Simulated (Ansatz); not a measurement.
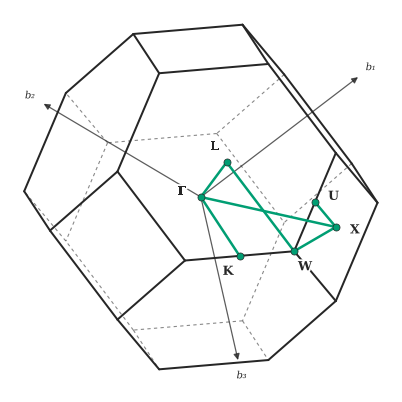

Crystal: Sb, coordinates from a relaxation with DFT, revPBE, plane waves (420 eV) with PAW, scalar-relativistic (Ansatz 0.2.0); the starting structure was generated, so it need not be a known form of this composition. The first Brillouin zone and its special points. Geometry calculated from the standardised cell; symmetry tolerance 0.002 Å.

Space group Fd-3m, No. 227, origin choice 1; a = 7.054 Å, b = 7.054 Å, c = 7.054 Å, α = 90.00°, β = 90.00°, γ = 90.00°.

Labels and path follow the convention of Hinuma et al. (2017), as computed by seekpath; the arrows show the directions of the reciprocal primitive vectors b₁, b₂, b₃, in which coordinates are given; lengths include the factor 2π.

List the special points with their coordinates and distances from Γ.

| point | k₁ | k₂ | k₃ | length of k (1/Å) |
| --- | --- | --- | --- | --- |
| Γ | 0 | 0 | 0 | 0.000 |
| X | 1/2 | 0 | 1/2 | 0.891 |
| L | 1/2 | 1/2 | 1/2 | 0.771 |
| W | 1/2 | 1/4 | 3/4 | 0.996 |
| K | 3/8 | 3/8 | 3/4 | 0.945 |
| U | 5/8 | 1/4 | 5/8 | 0.945 |

What is the zone's volume?

(2π)³ over the primitive cell's volume of 87.75 Å³: 2.83 Å⁻³.
